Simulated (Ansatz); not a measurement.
In doubt: masses and optical values from hybrid runs of this build are listed as unsure (in some of the runs), which bears on the screening that GW takes from such a start; one-shot GW on d or f shells is unsure (in some of the runs), so the values of those runs are not to be relied on.

Consider Cs2InAgCl6 (Fm-3m).

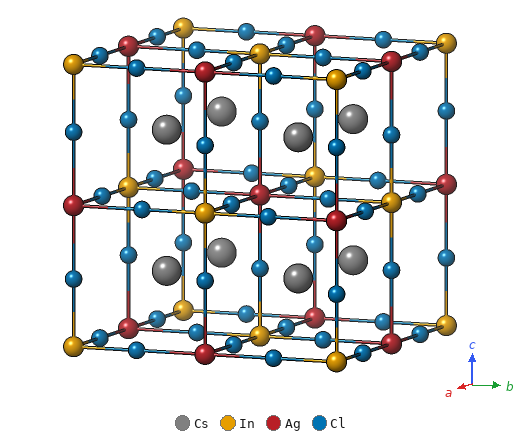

The structure (caesium grey, indium orange, silver red, chlorine blue). Some periodic images of atoms are drawn too.

```xyz
10
Lattice="0.0000 5.2345 5.2345 5.2345 0.0000 5.2345 5.2345 5.2345 0.0000" Properties=species:S:1:pos:R:3 pbc="T T T"
Cs    2.6172    2.6172    2.6172
Cs    7.8517    7.8517    7.8517
In    0.0000    0.0000    0.0000
Ag    5.2345    5.2345    5.2345
Cl    2.5104    5.2345    5.2345
Cl    5.2345    2.5104    5.2345
Cl    7.9586    5.2345    5.2345
Cl    5.2345    7.9586    5.2345
Cl    5.2345    5.2345    2.5104
Cl    5.2345    5.2345    7.9586
```

The cell and positions come from the Crystallography Open Database and are kept as given unless a step says otherwise. Spin-orbit coupling is left out unless a run names it. PAW set soft_2, made with PBE.

Gaps computed with Ansatz 0.2.0 without a self-energy: HSE06 2.57 eV, r2SCAN 1.74 eV and PBE0 3.27 eV.

**Question.** What gap should G0W0 on HSE06 give (2×2×2 mesh, 1078 empty bands, screening to 140 eV, default PAW files)?

About 3.53 eV: on its mesh the run moves the gap from 2.58 eV by +0.95 eV. Among the scalar-relativistic levels given, PBE0 is nearest (−0.26 eV). Bands and cutoff are finite, so the gap is not at the basis limit. The miss can reach some tenths of an eV and take either sign; the mesh is an error of its own. The 2×2×2 mesh is coarse for this cell (its supercell is 15 Å along the shortest edge). The RPA ε∞ on it, from the HSE06 start, is 2.97; such meshes misread the long-range screening, most where the gap is narrow. A d shell, filled or nearly so, lies near the gap. One-shot GW converges very slowly in bands there, not always from below, and on a semilocal start the gap tends to come out low; starts rich in exact exchange can overshoot instead. The many-body steps are scalar-relativistic: spin-orbit coupling is not in them.

[Paths, hosts, dates, memory and timing lines, banners, echoed tables and standing remarks are left out of the program output.]

[Logs are printed without paths, hosts, clocks, repeated set-up lines and the standing remarks that a program may print on its own settings, such as how far it seeks lower states.]

[Runs of the session that timed out or met a known fault of the program may be left out.]

[Cells called generated may have been cut or substituted from an entry of the Crystallography Open Database or the Materials Project.]

[Hosts, paths, dates, database ids (printed as entryN), source tags and the programs' standing remarks are cut or masked in the printed files.]
